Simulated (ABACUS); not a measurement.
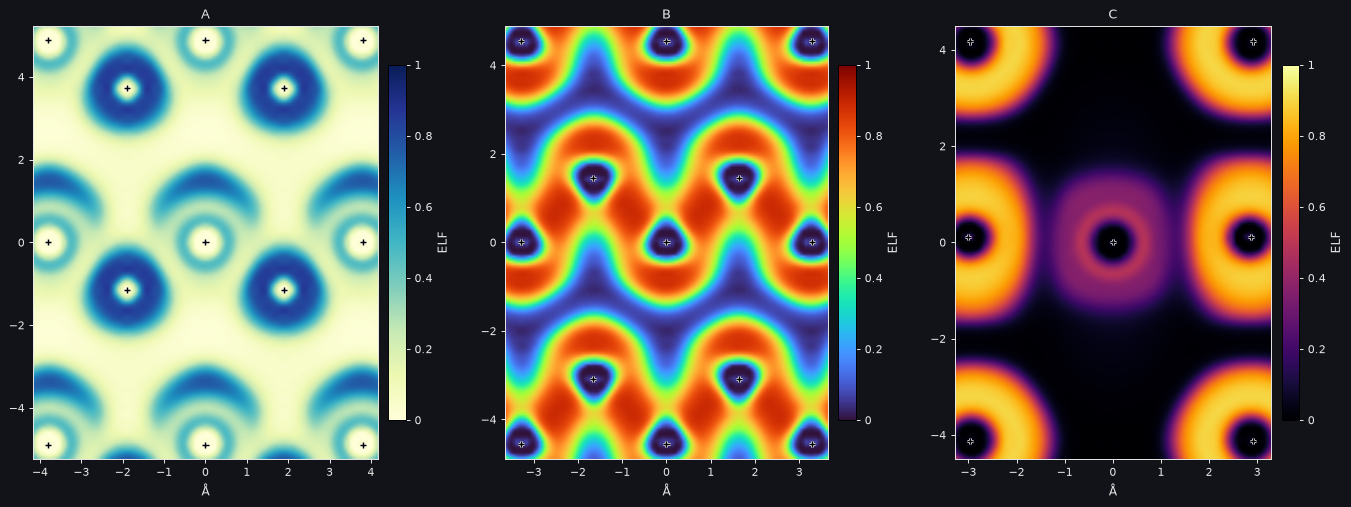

The ELF of 3 systems, each on a plane through atoms (crosses mark nuclei in the plane).

Theory: Kohn-Sham DFT of a periodic cell, PBEsol, PseudoDojo NC SR 0.4.1 PBEsol standard (ABACUS).

System 1: SnO, the (100) plane of the conventional cell. Space group P4/nmm; a structure from a database of computed crystals, not necessarily the ambient phase.

```xyz
4
Lattice="3.8137 0.0000 0.0000 0.0000 3.8137 0.0000 0.0000 0.0000 4.8869" Properties=species:S:1:pos:R:3 pbc="T T T"
Sn    1.9068    0.0000    3.7367
Sn    0.0000    1.9068    1.1502
O     0.0000    0.0000    0.0000
O     1.9068    1.9068    0.0000
```

System 2: CsPbBr3, the (11̄0) plane of the conventional cell. Space group P1; changed on purpose from its base cell (atoms moved at random by about 0.05 A).

System 3: P, the (001) plane of the conventional cell. Space group P1; a structure from a database of computed crystals, not necessarily the ambient phase; changed on purpose from its base cell (atoms moved at random by about 0.05 A); not relaxed (largest force 1.4 eV/Å).

```
CELL_PARAMETERS angstrom
3.29549 0.00000 0.00000
0.00000 0.00000 -4.54364
-1.64774 5.46504 0.00000
ATOMIC_POSITIONS crystal
P 0.10718 0.40676 0.19456
P 0.90635 0.58590 0.81212
P 0.40672 0.90650 0.81491
P 0.58277 0.09405 0.18210
```

Which map belongs to which system?

Panel A is system 1, SnO: the plane holds Sn and O. Sn–O (2.23 Å): the ELF peaks at about 0.85 in the valence shell of O, 0.6 Å from its nucleus, and is about 0.20 at the midpoint: no localised pair shows between them. Panel B is system 3, P: the plane holds P. P–P (2.20 Å): the ELF peaks at about 0.90 between the atoms: a covalent bond. Panel C is system 2, CsPbBr3: the plane holds Pb, Cs and Br. Pb–Br (2.87 Å): the ELF is about 0.25 at the midpoint.
